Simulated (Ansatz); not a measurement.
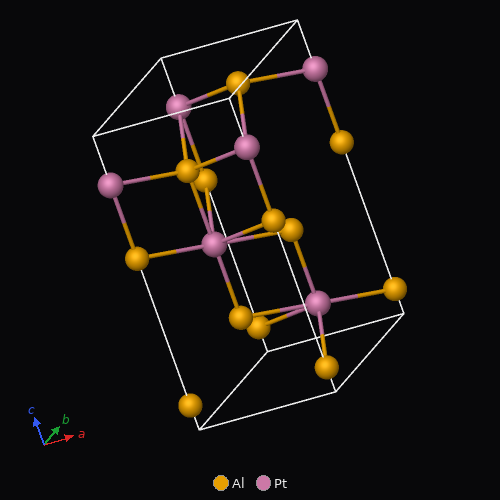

The system is Al2Pt (Fm-3m, No. 225; 9 atoms in the cell); the picture shows the reference structure. Gamma surface: rigid slide across a plane, one fault a cell; the plane is (1 1 1) of the conventional cell, and the faces at the cut hold Al and Al. Places are given modulo a cell vector. The map is drawn in real space over the plane of the slide. Nothing is relaxed (rigid halves, spacing across the cut fixed). The grid has 12 × 12 points; 31 points were computed and 113 follow by symmetry. Energies are in J/m², from the lowest grid point. Level of theory: DFT PBEsol, scalar-relativistic, plane waves, PAW (Ansatz 0.2.0). Settings: cutoff 420 eV, k-mesh 11×11×4 in the order of the run's cell vectors, gaussian smearing 0.15 eV, no spin polarisation.

Its coordinates:

```xyz
9
Lattice="2.9483 -2.9483 0.0000 2.9483 0.0000 -2.9483 5.8965 5.8965 5.8965" Properties=species:S:1:pos:R:3 pbc="T T T"
Al    6.3880    0.4915    0.4915
Al    3.4397   -2.4568    0.4915
Al    6.3880    3.4397    3.4397
Al    9.3362    3.4397    3.4397
Al    6.3880    0.4915    3.4397
Al    3.4397    0.4915    0.4915
Pt    4.9139    1.9656    1.9656
Pt    4.9139   -0.9827   -0.9827
Pt    7.8621    1.9656    4.9139
```

The input of one point:

```yaml
crystal:
  lattice:
    - [2.9482572969, -2.9482572969, 0.0]
    - [2.9482572969, 0.0, -2.9482572969]
    - [5.8965145937, 5.8965145937, 5.8965145937]
  atoms:
    - { symbol: Al, position: [0.6666666667, 0.6666666667, 0.5833333333] }
    - { symbol: Al, position: [1.0, 0.0, 0.25] }
    - { symbol: Al, position: [0.3333333333, 0.3333333333, 0.9166666667] }
    - { symbol: Al, position: [0.6666666667, 0.6666666667, 0.0833333333] }
    - { symbol: Al, position: [1.0, 0.0, 0.75] }
    - { symbol: Al, position: [0.3333333333, 0.3333333333, 0.4166666667] }
    - { symbol: Pt, position: [0.3333333333, 0.3333333333, 0.6666666667] }
    - { symbol: Pt, position: [0.6666666667, 0.6666666667, 0.3333333333] }
    - { symbol: Pt, position: [1.0, 0.0, 0.0] }
basis:
  ecutwfc: 420
kpoints:
  mp_grid: { grid: [11, 11, 4] }
hamiltonian:
  xc: pbesol
scf:
  occupations: { method: gaussian, width: 0.15 }
output:
  forces: true
  stress: true
  eigenvalues: true
  write_density: true
  write_potential: true
  elf: true
  volumetric_format: npy
```

Range: slide along a1 from 0.000 to 0.917; slide along a2 from 0.000 to 0.917.

What will the energy surface look like?

Answer. The lowest grid point is at (0/12, 0/12) of the cell vectors. It is the only kind of minimum in the scanned range. The highest grid point, (8/12, 8/12) of the cell vectors, lies 8.16 J/m² above the lowest. On the interpolated surface the easiest way out of the lowest well to its copy in the next cell or period passes a barrier of about 0.91 J/m².

```
slide along a2 ↓, slide along a1 →  0/12  1/12  2/12  3/12  4/12  5/12  6/12  7/12  8/12  9/12  10/12  11/12
                             11/12  0.09  0.09  0.40  1.07  2.07  3.18  3.93  3.93  3.18  2.07   1.07   0.40
                             10/12  0.39  0.18  0.39  1.07  2.26  3.84  5.30  5.91  5.30  3.84   2.26   1.07
                              9/12  0.93  0.40  0.40  0.93  2.07  3.84  5.88  7.31  7.31  5.88   3.84   2.07
                              8/12  1.63  0.78  0.52  0.78  1.63  3.18  5.30  7.31  8.16  7.31   5.30   3.18
                              7/12  2.25  1.21  0.74  0.74  1.21  2.25  3.93  5.91  7.31  7.31   5.91   3.93
                              6/12  2.50  1.49  0.97  0.82  0.97  1.49  2.50  3.93  5.30  5.88   5.30   3.93
                              5/12  2.25  1.49  1.07  0.91  0.91  1.07  1.49  2.25  3.18  3.84   3.84   3.18
                              4/12  1.63  1.21  0.97  0.91  0.91  0.91  0.97  1.21  1.63  2.07   2.26   2.07
                              3/12  0.93  0.78  0.74  0.82  0.91  0.91  0.82  0.74  0.78  0.93   1.07   1.07
                              2/12  0.39  0.40  0.52  0.74  0.97  1.07  0.97  0.74  0.52  0.40   0.39   0.40
                              1/12  0.09  0.18  0.40  0.78  1.21  1.49  1.49  1.21  0.78  0.40   0.18   0.09
                              0/12  0.00  0.09  0.39  0.93  1.63  2.25  2.50  2.25  1.63  0.93   0.39   0.09
```

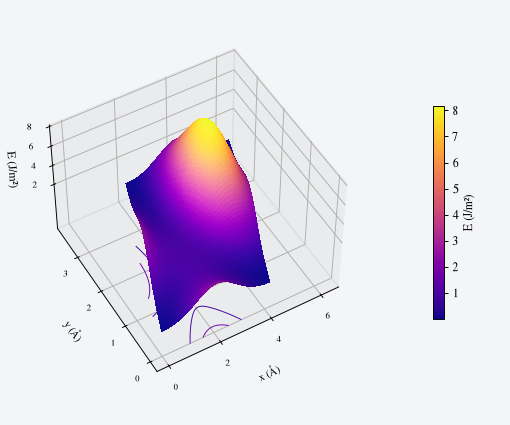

Drawn: a relief with its contours projected below, any walls above the top of the colour scale cut off. Between grid points the surface is interpolated.

Each point was launched as `ansatz run input.yaml --threads 2 --pin off --max-ram 4096MiB --backend cpu --events-out ev --progress --plain --runs-dir out`. The whole map (31 points run) took 7 min on 2 threads of AMD EPYC 9R45 96-Core Processor (Zen 5), on a shared host.
